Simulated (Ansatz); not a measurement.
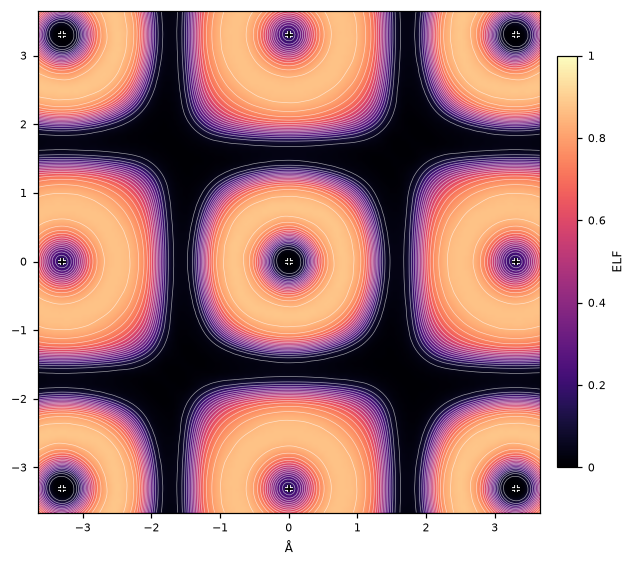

The electron localisation function on a plane through atoms (crosses mark nuclei in the plane).

Theory: DFT r2SCAN, scalar-relativistic, plane waves, PAW in Ansatz.

Candidates:
A. RbCl, a = 6.61 Å, b = 6.61 Å, c = 6.61 Å, α = 90.00°, β = 90.00°, γ = 90.00°. Space group Fm-3m; started from the rocksalt prototype.
B. CdTe, a = 6.64 Å, b = 6.64 Å, c = 6.64 Å, α = 90.00°, β = 90.00°, γ = 90.00°. Space group F-43m; started from the zincblende prototype; changed on purpose from its base cell (volume × 1.040).

Which system is this?

Candidate A: RbCl on the (100) plane of the conventional cell, which holds Rb and Cl. Rb–Cl (3.31 Å): the ELF is about 0.05 at the midpoint; a largely ionic contact.
